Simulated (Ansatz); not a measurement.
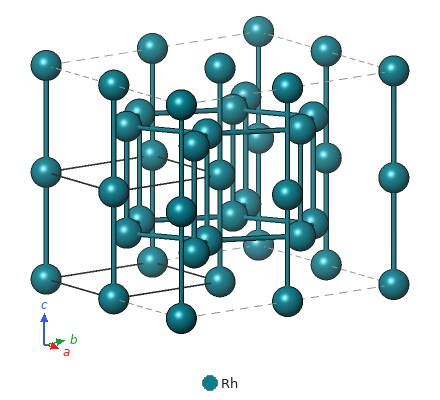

The structure; the drawing may span several cells.

Structure (in its standard cell), coordinates from a relaxation with Ansatz, DFT, RPBE, plane waves (420 eV) with PAW, scalar-relativistic; the starting structure was generated, so it need not be a known form of this composition:

```
Rh
1.0
     4.36633    0.00000    0.00000
    -2.18317    3.78135    0.00000
     0.00000    0.00000    2.68045
Rh
3
Direct
  0.00000 0.00000 0.00000
  0.33333 0.66667 0.50000
  0.66667 0.33333 0.50000
```

What does the kinematic electron diffraction pattern along [211] look like at 200 kV (B = 0.5 Å²)?

The spots form a centred rectangular net (close to hexagonal) with both shortest vectors at d = 2.19 Å, 60.1° apart. They are -1 1 1 and 0 -1 1. The pattern has symmetry 2mm. Reflections such as 1 0 -2, 2 -2 -2, 0 2 -2 are allowed but too weak to see at this display level.

Strongest reflections with d > 0.80 Å, one of each family (|F|² from tabulated Gaussian fits of the electron scattering factors, times a small damping for the curvature of the Ewald sphere):

| hkl | d (Å) | I (strongest = 100) |
| --- | --- | --- |
| 1 -2 0 | 2.183 | 100 |
| 1 -1 -1 | 2.187 | 45 |
| 2 -4 0 | 1.092 | 20 |
| 2 -3 -1 | 1.261 | 14 |
| 3 -5 -1 | 0.825 | 3 |
| 2 -1 -3 | 0.827 | 1 |

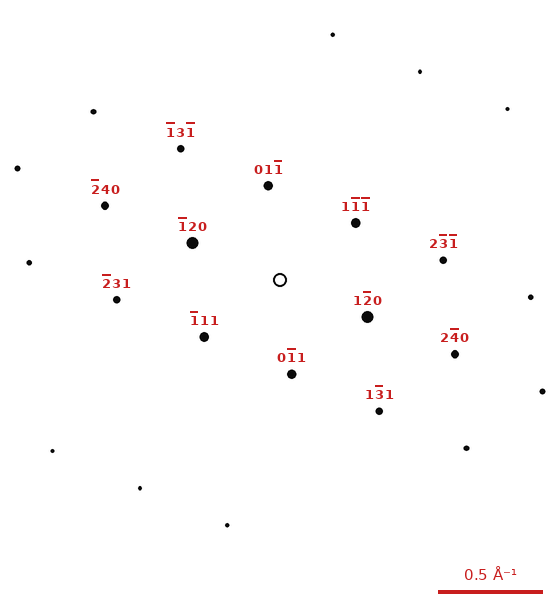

Calculated pattern, seen from the source side with [211] pointing towards the source.
